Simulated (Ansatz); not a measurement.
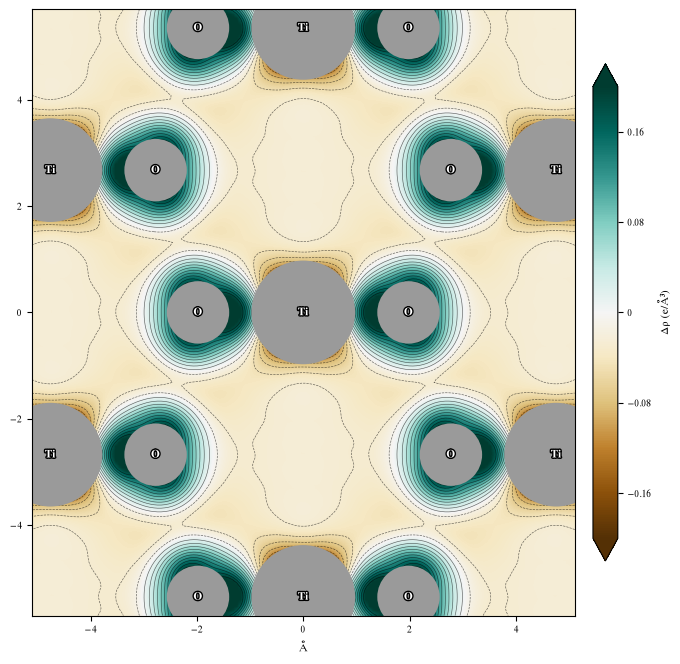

TiO2. Bonding charge density, ρ(crystal) − Σ ρ(neutral atoms): a map on the (110) plane of the conventional cell, with grey discs over the atomic cores. Cores are masked to 1.0 Å (Ti) and 0.6 Å (O).

Space group I4_1/amd; the calculation finds a residual pressure of about 9 GPa at this fixed cell. Effective Hubbard U: 4.0 eV on Ti d.

All numbers below come from Ansatz 0.2.0, DFT PBE+U, scalar-relativistic, plane waves, PAW.

In a PAW calculation such maps are meaningful between the atoms, not at the nuclei.

Input

```
crystal:
  lattice:
    - [0.0, -3.7842, 0.0]
    - [3.7842, 0.0, 0.0]
    - [-1.8921, 1.8921, 4.7573]
  atoms:
    - { symbol: Ti, position: [0.0, 0.0, 0.0] }
    - { symbol: Ti, position: [0.75, 0.25, 0.5] }
    - { symbol: O, position: [0.2081, 0.2081, 0.4162] }
    - { symbol: O, position: [0.9581, 0.4581, 0.9162] }
    - { symbol: O, position: [0.5419, 0.0419, 0.0838] }
    - { symbol: O, position: [0.7919, 0.7919, 0.5838] }
basis:
  ecutwfc: 500
  fft_grid_basis: typed
kpoints:
  mp_grid: { grid: [8, 8, 8] }
hamiltonian:
  xc: pbe
  hubbard: { sites: [{ species: Ti, l: d, u_eff: 4.0 }] }
  pseudopotentials: { kind: paw }
scf:
  occupations: { method: gaussian, width: 0.05 }
output:
  forces: true
  stress: true
  eigenvalues: true
  bader: true
  write_density: true
  volumetric_format: npy
  elf: true
```

Command:

```sh
ansatz run input.yaml --threads 2 --pin off --max-ram 4096MiB --backend cpu --events-out ev --progress --plain --runs-dir out
```

The picture shows the conventional cell (a = 3.78 Å, b = 3.78 Å, c = 9.51 Å, α = 90.00°, β = 90.00°, γ = 90.00°).

Q: What does the deformation density say about the bonding?

A: O–Ti (1.93 Å): Δρ is +0.12 e/Å³ at the midpoint (inside or at the edge of a masked core, so read it with care). Ti–Ti (3.04 Å): Δρ is about zero at the midpoint (this contact isn't in the plane drawn). Over the whole cell, outside the masked cores, the largest gain lies at the edge of the masked core of O, and the largest loss lies at the edge of the masked core of Ti. In all about 0.33 e an atom is rearranged against the free atoms. Bader charges: Ti +2.40 and O −1.20 e.

Cost of the run: 32 s on 2 threads of Intel(R) Xeon(R) Platinum 8488C (Sapphire Rapids) (shared host), peak memory 0.6 GiB.
